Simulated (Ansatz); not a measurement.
## Geometry relaxation, with input and output: CuO (part 2 of 4)

Continued. System: CuO (P222, 16 atoms in the cell). Method: DFT PBE+U, scalar-relativistic, plane waves, PAW, Ueff = 4 eV on Cu d, spin-polarised (Ansatz 0.2.0); cutoff 420 eV, 8×6×6 k-mesh, Gaussian smearing of 0.05 eV, collinear spins. The structure derives from an entry of the Crystallography Open Database.

Geometry of the input (Å; fractional positions):
```
0.0000  4.1096  0.0000
3.6732  0.0000  5.4704
4.4891  0.0000  -4.8237
Cu 0.2510  0.1250  0.1243
Cu -0.2510  0.3743  -0.1250
O  -0.0000  0.3750  0.1250
O  0.0000  0.6250  -0.1250
Cu 0.7490  0.3757  0.3750
Cu 0.2510  0.6250  0.1257
O  0.5000  0.6250  0.3750
O  0.5000  0.8750  0.1250
Cu 0.2510  0.6250  0.6243
Cu -0.2510  0.8743  0.3750
O  -0.0000  0.8750  0.6250
O  0.0000  1.1250  0.3750
Cu 0.7490  0.8757  0.8750
Cu 0.2510  1.1250  0.6257
O  0.5000  1.1250  0.8750
O  0.5000  1.3750  0.6250
```

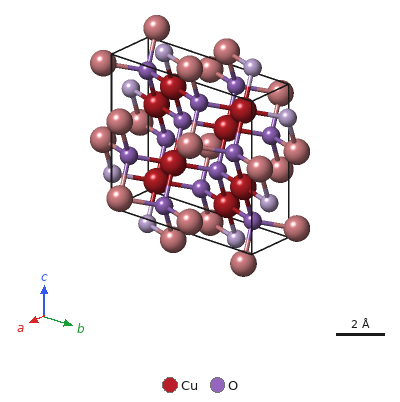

**Figure 1.** The geometry at step 3 of the log (ball-and-stick view of the cell of the calculation, seen slightly off an axis; neighbours outside the cell are drawn fainter).

## What the program printed, continued
```
SCF iter   1: F=—  HF=-57521.742923 eV  |F-HF|=—  |Δ(HF+E_count)|=         —  Δρ=3.38e-2 (↑3.38e-2 ↓3.38e-2)  dr2=1.16e0  dr2_m=7.28e-1  M=0.000 μB ∫|m|=4.668 μB  β_m=0.30  ethr=5.75e-4  ⟨swp⟩=2.2  Hψ=106561  notcnv=0
preconditioner: auto → Kerker (q_TF=auto, 2.793 Å⁻¹)  [metal: Δε(μ)=0.008 eV  Ē_g=13.042 eV  σ=0.050 eV  W_gap=0.09  n_scr=56 (ndim 8)  ℏωp=32.9 eV  f_vac=0.005  D(μ)=2.37/eV (n_scr^D=10)]
spin=Collinear: Kerker preconditioning applied to the charge; magnetization (m = ρ↑ − ρ↓) channel mixes plain (no charge-response kernel on spin).
SCF iter   2: F=—  HF=-57522.567350 eV  |F-HF|=—  |Δ(HF+E_count)|=   8.24e-1  Δρ=2.77e-2 (↑2.77e-2 ↓2.77e-2)  dr2=9.28e-1  dr2_m=4.45e-1  M=0.000 μB ∫|m|=5.342 μB  β_m=0.30  ethr=5.75e-4  ⟨swp⟩=2.2  Hψ=31576  notcnv=0  defer=2
SCF iter   3: F=—  HF=-57523.143113 eV  |F-HF|=—  |Δ(HF+E_count)|=   5.76e-1  Δρ=2.20e-2 (↑2.20e-2 ↓2.20e-2)  dr2=6.59e-1  dr2_m=2.83e-1  M=0.000 μB ∫|m|=5.584 μB  β_m=1.00  ethr=4.64e-4  ⟨swp⟩=2.0  Hψ=29304  notcnv=0  defer=3084
SCF iter   4: F=—  HF=-57523.670006 eV  |F-HF|=—  |Δ(HF+E_count)|=   5.27e-1  Δρ=4.04e-3 (↑4.04e-3 ↓4.04e-3)  dr2=2.80e-2  dr2_m=9.17e-3  M=-0.000 μB ∫|m|=5.848 μB  β_m=1.00  ethr=3.29e-4  ⟨swp⟩=2.9  Hψ=42786  notcnv=0  defer=3450
SCF iter   5: F=—  HF=-57523.761552 eV  |F-HF|=—  |Δ(HF+E_count)|=   9.15e-2  Δρ=3.57e-3 (↑3.57e-3 ↓3.57e-3)  dr2=4.19e-2  dr2_m=6.81e-3  M=0.000 μB ∫|m|=6.019 μB  β_m=1.00  ethr=1.40e-5  ⟨swp⟩=2.0  Hψ=38573  notcnv=0  defer=3636
SCF iter   6: F=—  HF=-57523.829865 eV  |F-HF|=—  |Δ(HF+E_count)|=   6.83e-2  Δρ=4.52e-3 (↑4.51e-3 ↓4.52e-3)  dr2=7.75e-2  dr2_m=4.78e-3  M=-0.000 μB ∫|m|=5.947 μB  β_m=0.30  ethr=1.40e-5  ⟨swp⟩=2.0  Hψ=42112  notcnv=0  defer=3640
SCF iter   7: F=—  HF=-57523.857721 eV  |F-HF|=—  |Δ(HF+E_count)|=   2.79e-2  Δρ=1.36e-3 (↑1.36e-3 ↓1.36e-3)  dr2=5.51e-3  dr2_m=4.72e-4  M=-0.000 μB ∫|m|=6.041 μB  β_m=1.00  ethr=1.40e-5  ⟨swp⟩=1.6  Hψ=31342  notcnv=0  defer=3644
Mixer restart at iter 7: flushing history
SCF iter   8: F=—  HF=-57523.879826 eV  |F-HF|=—  |Δ(HF+E_count)|=         —  Δρ=9.86e-4 (↑9.86e-4 ↓9.86e-4)  dr2=3.33e-3  dr2_m=1.58e-4  M=-0.000 μB ∫|m|=6.065 μB  β_m=1.00  ethr=2.75e-6  ⟨swp⟩=1.9  Hψ=25302  notcnv=0  defer=3648
SCF iter   9: F=—  HF=-57523.891691 eV  |F-HF|=—  |Δ(HF+E_count)|=   1.19e-2  Δρ=6.38e-4 (↑6.38e-4 ↓6.37e-4)  dr2=1.35e-3  dr2_m=1.72e-4  M=-0.000 μB ∫|m|=6.087 μB  β_m=1.00  ethr=1.67e-6  ⟨swp⟩=1.0  Hψ=21110  notcnv=0  defer=3656
SCF iter  10: F=—  HF=-57523.897886 eV  |F-HF|=—  |Δ(HF+E_count)|=   6.20e-3  Δρ=3.77e-4 (↑3.77e-4 ↓3.77e-4)  dr2=6.17e-4  dr2_m=4.64e-5  M=-0.000 μB ∫|m|=6.100 μB  β_m=1.00  ethr=6.77e-7  ⟨swp⟩=2.0  Hψ=32686  notcnv=0  defer=3660
SCF iter  11: F=—  HF=-57523.901149 eV  |F-HF|=—  |Δ(HF+E_count)|=   3.26e-3  Δρ=3.02e-4 (↑3.02e-4 ↓3.02e-4)  dr2=1.40e-4  dr2_m=4.25e-5  M=-0.000 μB ∫|m|=6.111 μB  β_m=1.00  ethr=3.09e-7  ⟨swp⟩=2.0  Hψ=34596  notcnv=0  defer=3660
SCF iter  12: F=—  HF=-57523.903422 eV  |F-HF|=—  |Δ(HF+E_count)|=   2.27e-3  Δρ=4.02e-4 (↑4.02e-4 ↓4.01e-4)  dr2=5.09e-4  dr2_m=1.06e-4  M=-0.000 μB ∫|m|=6.128 μB  β_m=1.00  ethr=7.01e-8  ⟨swp⟩=2.0  Hψ=40238  notcnv=0  defer=3660
SCF iter  13: F=—  HF=-57523.904498 eV  |F-HF|=—  |Δ(HF+E_count)|=   1.08e-3  Δρ=2.48e-4 (↑2.48e-4 ↓2.48e-4)  dr2=3.15e-4  dr2_m=2.71e-5  M=0.000 μB ∫|m|=6.137 μB  β_m=1.00  ethr=7.01e-8  ⟨swp⟩=2.0  Hψ=40758  notcnv=0  defer=3676
SCF iter  14: F=—  HF=-57523.905213 eV  |F-HF|=—  |Δ(HF+E_count)|=   7.15e-4  Δρ=1.22e-4 (↑1.22e-4 ↓1.21e-4)  dr2=7.28e-5  dr2_m=1.96e-6  M=-0.000 μB ∫|m|=6.139 μB  β_m=0.30  ethr=7.01e-8  ⟨swp⟩=2.0  Hψ=39298  notcnv=0  defer=3676
Mixer restart at iter 14: flushing history
spin-set hold released at iteration 14 (site moments contracting): the magnetisation degrees of freedom join the quasi-Newton model from the next iteration; the mixer history was flushed
SCF iter  15: F=—  HF=-57523.905659 eV  |F-HF|=—  |Δ(HF+E_count)|=   4.46e-4  Δρ=1.67e-4 (↑1.67e-4 ↓1.67e-4)  dr2=1.01e-4  dr2_m=1.69e-5  M=-0.000 μB ∫|m|=6.145 μB  β_m=0.56  ethr=3.64e-8  ⟨swp⟩=2.0  Hψ=26043  notcnv=0  defer=3680
SCF iter  16: F=—  HF=-57523.906235 eV  |F-HF|=—  |Δ(HF+E_count)|=   5.76e-4  Δρ=1.52e-4 (↑1.52e-4 ↓1.52e-4)  dr2=5.57e-5  dr2_m=5.54e-6  M=-0.000 μB ∫|m|=6.158 μB  β_m=0.58  ethr=3.64e-8  ⟨swp⟩=2.0  Hψ=40884  notcnv=0  defer=3680
SCF iter  17: F=—  HF=-57523.906226 eV  |F-HF|=—  |Δ(HF+E_count)|=   8.77e-6  Δρ=1.45e-4 (↑1.43e-4 ↓1.45e-4)  dr2=5.17e-5  dr2_m=1.92e-5  M=0.000 μB ∫|m|=6.164 μB  β_m=0.59  ethr=2.78e-8  ⟨swp⟩=2.0  Hψ=41788  notcnv=0  defer=3680
SCF iter  18: F=—  HF=-57523.906219 eV  |F-HF|=—  |Δ(HF+E_count)|=   6.62e-6  Δρ=5.39e-5 (↑5.39e-5 ↓5.36e-5)  dr2=7.93e-6  dr2_m=3.05e-6  M=-0.000 μB ∫|m|=6.164 μB  β_m=0.68  ethr=2.58e-8  ⟨swp⟩=2.1  Hψ=29616  notcnv=0  defer=3680
SCF iter  19: F=—  HF=-57523.906219 eV  |F-HF|=—  |Δ(HF+E_count)|=   4.95e-7  Δρ=1.04e-5 (↑9.60e-6 ↓1.04e-5)  dr2=4.25e-7  dr2_m=6.12e-8  M=0.000 μB ∫|m|=6.163 μB  β_m=0.84  ethr=3.97e-9  ⟨swp⟩=2.0  Hψ=33172  notcnv=0  defer=3680
SCF iter  20: F=—  HF=-57523.906219 eV  |F-HF|=—  |Δ(HF+E_count)|=   9.16e-8  Δρ=6.38e-6 (↑6.35e-6 ↓6.38e-6)  dr2=2.51e-7  dr2_m=4.51e-9  M=-0.000 μB ∫|m|=6.163 μB  β_m=0.81  ethr=2.12e-10  ⟨swp⟩=2.0  Hψ=33895  notcnv=0  defer=3680
iter 21 did not close the SCF: its close was put off until two iterations running show no level that it waits for move by more than its bar (scf_convergence_deferred on its scf_iter line)
SCF iter  21: F=-57523.906219 eV  HF=-57523.906219 eV  |F-HF|=9.91e-8  |Δ(HF+E_count)|=   7.20e-9  Δρ=5.00e-6 (↑4.15e-6 ↓5.00e-6)  dr2=9.95e-8  dr2_m=3.18e-9  M=0.000 μB ∫|m|=6.163 μB  β_m=0.66  ethr=5.00e-11  ⟨swp⟩=7.1  Hψ=99905  notcnv=0
iter 22 did not close the SCF: its close was put off until two iterations running show no level that it waits for move by more than its bar (scf_convergence_deferred on its scf_iter line)
SCF iter  22: F=-57523.906219 eV  HF=-57523.906219 eV  |F-HF|=1.76e-8  |Δ(HF+E_count)|=   1.32e-8  Δρ=2.58e-6 (↑2.58e-6 ↓1.68e-6)  dr2=2.62e-8  dr2_m=7.24e-10  M=-0.000 μB ∫|m|=6.163 μB  β_m=0.61  ethr=4.98e-11  ⟨swp⟩=2.0  Hψ=66165  notcnv=0
SCF iter  23: F=-57523.906219 eV  HF=-57523.906219 eV  |F-HF|=3.65e-9  |Δ(HF+E_count)|=   1.60e-9  Δρ=1.11e-6 (↑9.85e-7 ↓1.11e-6)  dr2=9.54e-9  dr2_m=9.34e-11  M=0.000 μB ∫|m|=6.163 μB  ethr=1.31e-11  ⟨swp⟩=2.0  Hψ=61898  notcnv=0
SCF 1 converged in 23 iterations: F = -57523.906219 eV  dr2 = 9.54e-9
  greatest PAW one-centre occupation: 1.000 electrons in one spin orbital (limit 2), on the Cu atom at site 13 (counted from 0), in its partial waves of l = 0
relax step   1: F+E_penalty+E_count = -57523.90621888 eV  Δ(F+E_penalty+E_count) = +0.000e0 eV  max|allowed force component| = 2.846e-3 eV/Å  Δτ_max = 0.0000 Å  P = +6.229 GPa  Ω = 173.733 Å³  fix = [volume]  reactions: volume +6.229 GPa  (23 SCF iters, dr2 threshold 1.00e-7 eV, accepted)
Initial density: handed on by an earlier stage of this run
Starting moments: Σ|m| = 4.8 μB on 8 of 16 sites; this step starts from the density that it was given
Initial wavefunctions: those handed on with the density
the translation (0, 0.5, 0.5) carries every atom to within crystal.symmetry.tolerance of an atom of its element with the starting moment reversed, but both spin channels are solved: the dense FFT box has an odd point count along it
iter 1 solved again at ethr=8.49e-8 eV; its pass at ethr=3.10e-3 eV (dr2=1.70e-4 eV) is discarded
SCF iter   1: F=—  HF=-57523.909575 eV  |F-HF|=—  |Δ(HF+E_count)|=         —  Δρ=2.62e-4 (↑2.62e-4 ↓2.62e-4)  dr2=1.16e-4  dr2_m=3.35e-5  M=0.000 μB ∫|m|=6.164 μB  β_m=0.30  ethr=8.49e-8  ⟨swp⟩=3.0  Hψ=115056  notcnv=0
preconditioner: auto → Resta (q_TF=auto, 2.793 Å⁻¹)  ε∞=7.4  [insulator: Δε(μ)=0.072 eV  Ē_g=13.011 eV  σ=0.050 eV  W_gap=0.69  n_scr=56 (ndim 8)  ℏωp=32.9 eV  f_vac=0.046  D(μ)=0.10/eV (n_scr^D=0)  ε∞_Penn≈7.4]
spin=Collinear: Resta preconditioning applied to the charge; magnetization (m = ρ↑ − ρ↓) channel mixes plain (no charge-response kernel on spin).
SCF iter   2: F=—  HF=-57523.909607 eV  |F-HF|=—  |Δ(HF+E_count)|=   3.20e-5  Δρ=1.76e-4 (↑1.76e-4 ↓1.76e-4)  dr2=3.47e-5  dr2_m=1.83e-5  M=-0.000 μB ∫|m|=6.165 μB  β_m=0.52  ethr=5.80e-8  ⟨swp⟩=1.0  Hψ=24617  notcnv=0
SCF iter   3: F=—  HF=-57523.909655 eV  |F-HF|=—  |Δ(HF+E_count)|=   4.77e-5  Δρ=5.03e-5 (↑5.03e-5 ↓5.03e-5)  dr2=3.22e-6  dr2_m=1.32e-6  M=0.000 μB ∫|m|=6.165 μB  β_m=0.59  ethr=1.74e-8  ⟨swp⟩=2.2  Hψ=38170  notcnv=0
SCF iter   4: F=—  HF=-57523.909660 eV  |F-HF|=—  |Δ(HF+E_count)|=   4.71e-6  Δρ=2.61e-5 (↑2.61e-5 ↓2.52e-5)  dr2=2.31e-6  dr2_m=2.15e-7  M=-0.000 μB ∫|m|=6.166 μB  β_m=0.49  ethr=1.61e-9  ⟨swp⟩=2.0  Hψ=44602  notcnv=0
SCF iter   5: F=—  HF=-57523.909659 eV  |F-HF|=—  |Δ(HF+E_count)|=   4.05e-7  Δρ=9.16e-6 (↑9.16e-6 ↓8.90e-6)  dr2=2.76e-7  dr2_m=2.79e-8  M=0.000 μB ∫|m|=6.165 μB  β_m=0.70  ethr=1.16e-9  ⟨swp⟩=2.0  Hψ=36508  notcnv=0
SCF iter   6: F=—  HF=-57523.909659 eV  |F-HF|=—  |Δ(HF+E_count)|=   8.31e-8  Δρ=5.19e-6 (↑5.12e-6 ↓5.19e-6)  dr2=1.51e-7  dr2_m=1.10e-9  M=-0.000 μB ∫|m|=6.165 μB  β_m=0.61  ethr=1.38e-10  ⟨swp⟩=2.1  Hψ=37112  notcnv=0
SCF iter   7: F=—  HF=-57523.909659 eV  |F-HF|=—  |Δ(HF+E_count)|=   6.50e-9  Δρ=1.99e-6 (↑1.62e-6 ↓1.99e-6)  dr2=1.39e-8  dr2_m=5.61e-10  M=0.000 μB ∫|m|=6.165 μB  β_m=0.61  ethr=7.57e-11  ⟨swp⟩=1.1  Hψ=54077  notcnv=0
Mixer restart at iter 7: flushing history
SCF iter   8: F=—  HF=-57523.909659 eV  |F-HF|=—  |Δ(HF+E_count)|=         —  Δρ=2.09e-6 (↑1.64e-6 ↓2.09e-6)  dr2=1.49e-8  dr2_m=7.22e-10  M=0.000 μB ∫|m|=6.165 μB  β_m=0.61  ethr=6.96e-12  ⟨swp⟩=1.0  Hψ=24600  notcnv=0
SCF iter   9: F=-57523.909664 eV  HF=-57523.909663 eV  |F-HF|=8.42e-7  |Δ(HF+E_count)|=   3.88e-6  Δρ=9.77e-6 (↑9.77e-6 ↓8.58e-6)  dr2=1.64e-7  dr2_m=8.23e-8  M=-0.000 μB ∫|m|=6.166 μB  ethr=6.96e-12  ⟨swp⟩=2.0  Hψ=45001  notcnv=0
SCF 2 converged in 9 iterations: F = -57523.909664 eV  dr2 = 1.64e-7
[... from here on the iterations of each SCF are left out, up to the last one ...]
relax step   2: F+E_penalty+E_count = -57523.90966400 eV  Δ(F+E_penalty+E_count) = -3.445e-3 eV  max|allowed force component| = 1.550e-3 eV/Å  Δτ_max = 0.0000 Å  P = +5.980 GPa  Ω = 173.733 Å³  energy of the carried Pulay correction = -1.149e-4 eV  fix = [volume]  reactions: volume +5.980 GPa  (9 SCF iters, dr2 threshold 1.60e-6 eV, accepted)
[... from here on the SCF iterations and repeated set-up lines of each step are left out, up to the last step ...]
SCF 3 converged in 12 iterations: F = -57523.909980 eV  dr2 = 3.68e-8
relax step   3: F+E_penalty+E_count = -57523.90997961 eV  Δ(F+E_penalty+E_count) = -3.156e-4 eV  max|allowed force component| = 3.419e-4 eV/Å  Δτ_max = 0.0001 Å  P = +5.877 GPa  Ω = 173.733 Å³  energy of the carried Pulay correction = -1.637e-4 eV  fix = [volume]  reactions: volume +5.877 GPa  (12 SCF iters, dr2 threshold 2.01e-7 eV, accepted)
SCF 4 converged in 13 iterations: F = -57523.910004 eV  dr2 = 4.58e-10
relax step   4: F+E_penalty+E_count = -57523.91000432 eV  Δ(F+E_penalty+E_count) = -2.471e-5 eV  max|allowed force component| = 1.343e-4 eV/Å  Δτ_max = 0.0000 Å  P = +5.875 GPa  Ω = 173.733 Å³  energy of the carried Pulay correction = -1.638e-4 eV  fix = [volume]  reactions: volume +5.875 GPa  (13 SCF iters, accepted)
SCF 5 converged in 15 iterations: F = -57523.910101 eV  dr2 = 5.52e-10
relax step   5: F+E_penalty+E_count = -57523.91010067 eV  Δ(F+E_penalty+E_count) = -9.635e-5 eV  max|allowed force component| = 3.422e-4 eV/Å  Δτ_max = 0.0001 Å  P = +5.870 GPa  Ω = 173.733 Å³  energy of the carried Pulay correction = -1.602e-4 eV  fix = [volume]  reactions: volume +5.870 GPa  (15 SCF iters, accepted)
Initial wavefunctions: pseudopotential atomic-orbital guess (no wavefunctions were taken with the density)
iter 1 solved again at ethr=1.56e-7 eV; its pass at ethr=3.10e-3 eV (dr2=3.11e-4 eV) is discarded
SCF iter   1: F=—  HF=-57523.909763 eV  |F-HF|=—  |Δ(HF+E_count)|=         —  Δρ=1.08e-4 (↑1.08e-4 ↓1.08e-4)  dr2=2.13e-6  dr2_m=5.68e-8  M=-0.000 μB ∫|m|=6.166 μB  β_m=0.30  ethr=1.56e-7  ⟨swp⟩=3.0  Hψ=146148  notcnv=0
spin=Collinear: Resta preconditioning applied to the charge; magnetization (m = ρ↑ − ρ↓) channel mixes plain (no charge-response kernel on spin).
SCF iter   2: F=—  HF=-57523.910167 eV  |F-HF|=—  |Δ(HF+E_count)|=   4.04e-4  Δρ=7.62e-5 (↑7.62e-5 ↓7.62e-5)  dr2=1.06e-6  dr2_m=2.79e-8  M=-0.000 μB ∫|m|=6.166 μB  β_m=0.65  ethr=1.06e-9  ⟨swp⟩=1.7  Hψ=26580  notcnv=0
SCF iter   3: F=—  HF=-57523.910565 eV  |F-HF|=—  |Δ(HF+E_count)|=   3.98e-4  Δρ=3.24e-6 (↑3.11e-6 ↓3.24e-6)  dr2=3.50e-8  dr2_m=3.38e-9  M=-0.000 μB ∫|m|=6.166 μB  β_m=0.50  ethr=5.28e-10  ⟨swp⟩=2.0  Hψ=37144  notcnv=0
SCF iter   4: F=—  HF=-57523.910565 eV  |F-HF|=—  |Δ(HF+E_count)|=   1.79e-9  Δρ=6.66e-7 (↑6.66e-7 ↓6.63e-7)  dr2=7.29e-10  dr2_m=4.00e-11  M=-0.000 μB ∫|m|=6.166 μB  β_m=0.56  ethr=1.75e-11  ⟨swp⟩=2.0  Hψ=34018  notcnv=0
SCF iter   5: F=—  HF=-57523.910565 eV  |F-HF|=—  |Δ(HF+E_count)|=   2.18e-9  Δρ=3.35e-7 (↑3.17e-7 ↓3.35e-7)  dr2=2.12e-10  dr2_m=2.44e-11  M=-0.000 μB ∫|m|=6.166 μB  β_m=0.78  ethr=1.00e-12  ⟨swp⟩=2.0  Hψ=40968  notcnv=0
SCF iter   6: F=—  HF=-57523.910565 eV  |F-HF|=—  |Δ(HF+E_count)|=  7.93e-10  Δρ=1.44e-7 (↑1.10e-7 ↓1.44e-7)  dr2=7.38e-11  dr2_m=2.86e-12  M=-0.000 μB ∫|m|=6.166 μB  β_m=0.65  ethr=1.00e-12  ⟨swp⟩=1.0  Hψ=24600  notcnv=0
SCF iter   7: F=—  HF=-57523.910565 eV  |F-HF|=—  |Δ(HF+E_count)|=    0.00e0  Δρ=7.78e-8 (↑7.78e-8 ↓4.38e-8)  dr2=1.54e-11  dr2_m=7.85e-13  M=-0.000 μB ∫|m|=6.166 μB  β_m=0.65  ethr=1.00e-12  ⟨swp⟩=2.1  Hψ=67336  notcnv=0
Mixer restart at iter 7: flushing history
SCF iter   8: F=—  HF=-57523.910565 eV  |F-HF|=—  |Δ(HF+E_count)|=         —  Δρ=7.06e-8 (↑7.06e-8 ↓5.40e-8)  dr2=1.63e-11  dr2_m=5.75e-13  M=-0.000 μB ∫|m|=6.166 μB  β_m=0.65  ethr=1.00e-12  ⟨swp⟩=1.0  Hψ=24600  notcnv=0
SCF iter   9: F=-57523.910565 eV  HF=-57523.910565 eV  |F-HF|=1.16e-10  |Δ(HF+E_count)|=  9.97e-10  Δρ=4.18e-7 (↑4.18e-7 ↓2.71e-7)  dr2=2.93e-10  dr2_m=1.07e-10  M=-0.000 μB ∫|m|=6.166 μB  ethr=1.00e-12  ⟨swp⟩=3.0  Hψ=55144  notcnv=0
SCF 6 converged in 9 iterations: F = -57523.910565 eV  dr2 = 2.93e-10
```
